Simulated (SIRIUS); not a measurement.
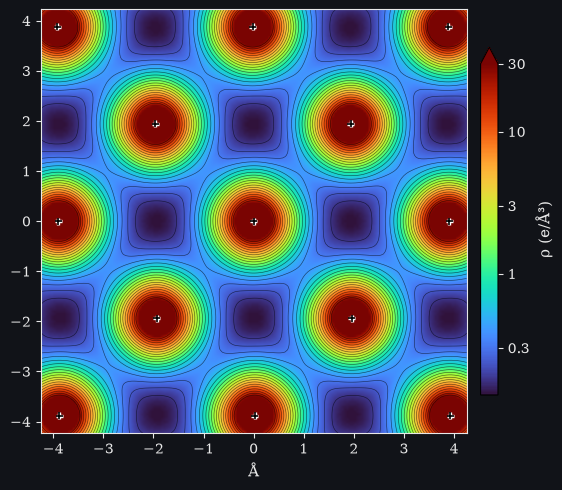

The electron density on a plane through atoms (crosses mark nuclei in the plane).

Computed with Kohn-Sham DFT of a periodic cell, PBEsol, all-electron FP-LAPW (SIRIUS 7.12.0).

Candidates:
A. NiO, a = 2.95 Å, b = 2.95 Å, c = 7.23 Å, α = 90.00°, β = 90.00°, γ = 120.00°. Space group Cm; spin-polarised.
B. WS$_{2}$, a = 3.18 Å, b = 3.18 Å, c = 16.95 Å, α = 90.00°, β = 90.00°, γ = 120.00°. Space group P-6m2; a structure from a database of computed crystals, not necessarily the ambient phase.
C. Pt, a = 3.90 Å, b = 3.88 Å, c = 2.76 Å, α = 90.13°, β = 133.74°, γ = 90.31°. Space group P-1.

Question: Which candidate gave the map?

Answer: Candidate C: Pt on the (001) plane of the standardised cell, which holds Pt. Pt–Pt (2.74 Å): ρ is about 0.4 e/Å³ halfway.
